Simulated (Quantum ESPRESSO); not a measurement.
# A series of single points on MgO

System: MgO (Fm-3m, 2 atoms in the cell).
Method: Kohn-Sham DFT of a periodic cell, PBEsol, PseudoDojo 0.4.1 SR PBEsol standard, no spin polarisation (Quantum ESPRESSO 7.5).

The 7 runs differ only in the geometry, by an even scaling of the cell at fixed fractional positions. The structure derives from a Materials Project entry.

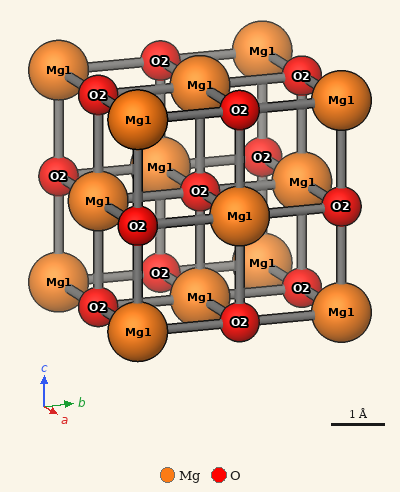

Figure 1. The structure of run 4 (ball-and-stick view of the cell 4 times as large as that of the calculation, set on its symmetry axes, seen slightly off an axis; atoms are numbered from 1 in the order of the input).

### The input of run 4
```
&CONTROL
  calculation = 'scf'
  prefix = 'pwscf'
  outdir = './tmp'
  pseudo_dir = './pseudo'
  tprnfor = .true.
  tstress = .true.
  disk_io = 'low'
/
&SYSTEM
  ibrav = 0
  nat = 2
  ntyp = 2
  ecutwfc = 84
  nbnd = 14
  occupations = 'smearing'
  smearing = 'fd'
  degauss = 0.00367493
/
&ELECTRONS
  conv_thr = 4d-10
  electron_maxstep = 120
  mixing_beta = 0.5
/
ATOMIC_SPECIES
Mg    24.3050 Mg.upf
O     15.9990 O.upf
CELL_PARAMETERS bohr
   0.0000000000    3.9627583152    3.9627583152
   3.9627583152    0.0000000000    3.9627583152
   3.9627583152    3.9627583152    0.0000000000
ATOMIC_POSITIONS bohr
Mg     0.0000000000    0.0000000000    0.0000000000
O      3.9627583152    3.9627583152    3.9627583152
K_POINTS automatic
11 11 11 0 0 0
```

### File bands.in of run 4
```
&CONTROL
  calculation = 'bands'
  prefix = 'pwscf'
  outdir = './tmp'
  pseudo_dir = './pseudo'
  disk_io = 'low'
  verbosity = 'high'
/
&SYSTEM
  ibrav = 0
  nat = 2
  ntyp = 2
  ecutwfc = 84
  nbnd = 14
  occupations = 'smearing'
  smearing = 'fd'
  degauss = 0.00367493
/
&ELECTRONS
  conv_thr = 1d-08
  electron_maxstep = 120
  mixing_beta = 0.5
  diago_full_acc = .true.
/
ATOMIC_SPECIES
Mg    24.3050 Mg.upf
O     15.9990 O.upf
CELL_PARAMETERS bohr
   0.0000000000    3.9627583152    3.9627583152
   3.9627583152    0.0000000000    3.9627583152
   3.9627583152    3.9627583152    0.0000000000
ATOMIC_POSITIONS bohr
Mg     0.0000000000    0.0000000000    0.0000000000
O      3.9627583152    3.9627583152    3.9627583152
K_POINTS crystal
60
 0.0000000000  0.0000000000  0.0000000000 1
 0.0625000000  0.0000000000  0.0625000000 1
 0.1250000000  0.0000000000  0.1250000000 1
 0.1875000000  0.0000000000  0.1875000000 1
 0.2500000000  0.0000000000  0.2500000000 1
 0.3125000000  0.0000000000  0.3125000000 1
 0.3750000000  0.0000000000  0.3750000000 1
 0.4375000000  0.0000000000  0.4375000000 1
 0.5000000000  0.0000000000  0.5000000000 1
 0.5000000000  0.0625000000  0.5625000000 1
 0.5000000000  0.1250000000  0.6250000000 1
 0.5000000000  0.1875000000  0.6875000000 1
 0.5000000000  0.2500000000  0.7500000000 1
 0.4375000000  0.3125000000  0.7500000000 1
 0.3750000000  0.3750000000  0.7500000000 1
 0.3375000000  0.3375000000  0.6750000000 1
 0.3000000000  0.3000000000  0.6000000000 1
 0.2625000000  0.2625000000  0.5250000000 1
 0.2250000000  0.2250000000  0.4500000000 1
 0.1875000000  0.1875000000  0.3750000000 1
 0.1500000000  0.1500000000  0.3000000000 1
 0.1125000000  0.1125000000  0.2250000000 1
 0.0750000000  0.0750000000  0.1500000000 1
 0.0375000000  0.0375000000  0.0750000000 1
 0.0000000000  0.0000000000  0.0000000000 1
 0.0625000000  0.0625000000  0.0625000000 1
 0.1250000000  0.1250000000  0.1250000000 1
 0.1875000000  0.1875000000  0.1875000000 1
 0.2500000000  0.2500000000  0.2500000000 1
 0.3125000000  0.3125000000  0.3125000000 1
 0.3750000000  0.3750000000  0.3750000000 1
 0.4375000000  0.4375000000  0.4375000000 1
 0.5000000000  0.5000000000  0.5000000000 1
 0.5250000000  0.4500000000  0.5250000000 1
 0.5500000000  0.4000000000  0.5500000000 1
 0.5750000000  0.3500000000  0.5750000000 1
 0.6000000000  0.3000000000  0.6000000000 1
 0.6250000000  0.2500000000  0.6250000000 1
 0.5833333333  0.2500000000  0.6666666667 1
 0.5416666667  0.2500000000  0.7083333333 1
 0.5000000000  0.2500000000  0.7500000000 1
 0.5000000000  0.2857142857  0.7142857143 1
 0.5000000000  0.3214285714  0.6785714286 1
 0.5000000000  0.3571428571  0.6428571429 1
 0.5000000000  0.3928571429  0.6071428571 1
 0.5000000000  0.4285714286  0.5714285714 1
 0.5000000000  0.4642857143  0.5357142857 1
 0.5000000000  0.5000000000  0.5000000000 1
 0.4821428571  0.4821428571  0.5357142857 1
 0.4642857143  0.4642857143  0.5714285714 1
 0.4464285714  0.4464285714  0.6071428571 1
 0.4285714286  0.4285714286  0.6428571429 1
 0.4107142857  0.4107142857  0.6785714286 1
 0.3928571429  0.3928571429  0.7142857143 1
 0.3750000000  0.3750000000  0.7500000000 1
 0.6250000000  0.2500000000  0.6250000000 1
 0.5937500000  0.1875000000  0.5937500000 1
 0.5625000000  0.1250000000  0.5625000000 1
 0.5312500000  0.0625000000  0.5312500000 1
 0.5000000000  0.0000000000  0.5000000000 1
```

Command:
```bash
OMP_NUM_THREADS=1 pw.x -in pw.in > pw.out
OMP_NUM_THREADS=1 pw.x -in bands.in > bands.out
```

Lattice vectors (Å) and fractional positions of run 4:
```
   0.000000    2.097001    2.097001
   2.097001    0.000000    2.097001
   2.097001    2.097001    0.000000
Mg  0.000000  0.000000  0.000000
O   0.500000  0.500000  0.500000
```

Run 2 has the same physical settings and fractional positions; its lattice vectors (Å) are:
```
   0.000000    2.068660    2.068660
   2.068660    0.000000    2.068660
   2.068660    2.068660    0.000000
```

### Results, with one run withheld

| run | volume per atom (Å³) | free energy per atom, from the lowest run given (meV) | pressure (GPa) | gap on the mesh (eV) |
| --- | --- | --- | --- | --- |
| 1 | 8.668 | 28.02 | 13.95 | 5.43 |
| 2 | 8.853 | ? | ? | ? |
| 3 | 9.037 | 5.48 | 5.76 | 4.99 |
| 4 | 9.221 | 0.82 | 2.25 | 4.79 |
| 5 | 9.406 | 0.00 | −0.92 | 4.60 |
| 6 | 9.590 | 2.66 | −3.79 | 4.41 |
| 7 | 9.775 | 8.46 | −6.38 | 4.24 |

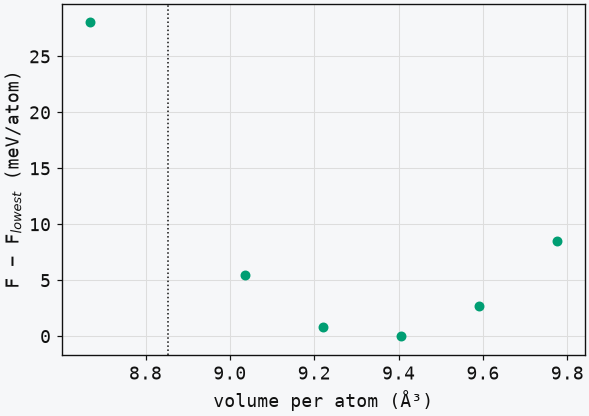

Figure 2. Free energy per atom of the runs given; the dotted line marks run 2.

Estimate the energy of run 2 from the others.

A cubic polynomial in V^(−2/3) (the Birch–Murnaghan form), fitted to the 6 runs given, misses them by at most 0.01 meV per atom. With x = V^(−2/3) − 0.22660 Å⁻², it reads F = 0.2413 + 552.51 x + 2.0373e+05 x² + 62259 x³ (meV per atom). At run 2 it gives 14.36 meV per atom, and the run itself gives 14.39. The slope of the fit gives a pressure −dF/dV of 9.71 GPa there, and the run prints 9.65 GPa. The two needn't agree exactly: the fit is approximate, and the printed stress is taken on a finite basis. The fit has its minimum at 9.355 Å³ per atom, where V d²F/dV² gives 157 GPa: the bulk modulus at this level, since symmetry fixes the shape and the positions. The gap on the mesh goes, without turning, from 5.43 eV in run 1 to 4.24 eV in run 7; run 2 has 5.20 eV. These are gaps of this functional on this mesh, which can miss the band edges; they aren't the measured gap.

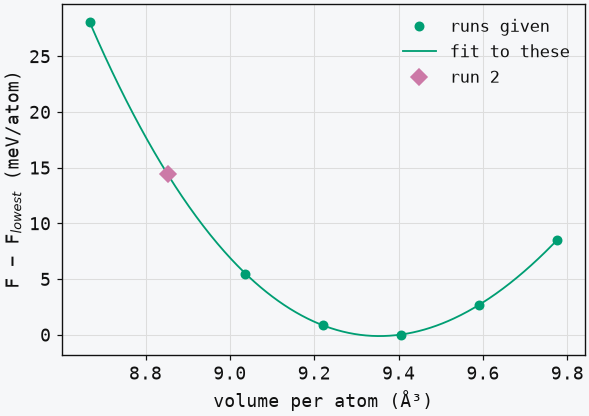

Figure 3. The fit and the withheld run.

### Some lines of the output (run 2)
```
[...]
     unit-cell volume          =     119.4797 (a.u.)^3
     number of k points=    56  Fermi-Dirac smearing, width (Ry)=  0.0037
     total energy              =    -151.71942936 Ry
     total energy              =    -151.81401557 Ry
     total energy              =    -151.82190315 Ry
     total energy              =    -151.82204586 Ry
     total energy              =    -151.82205488 Ry
     total energy              =    -151.82205496 Ry
     total energy              =    -151.82205497 Ry
     the Fermi energy is    11.3111 ev
!    total energy              =    -151.82205497 Ry
     The total energy is F=E-TS. E is the sum of the following terms:
     Computing stress (Cartesian axis) and pressure
          total   stress  (Ry/bohr**3)                   (kbar)     P=       96.49
```
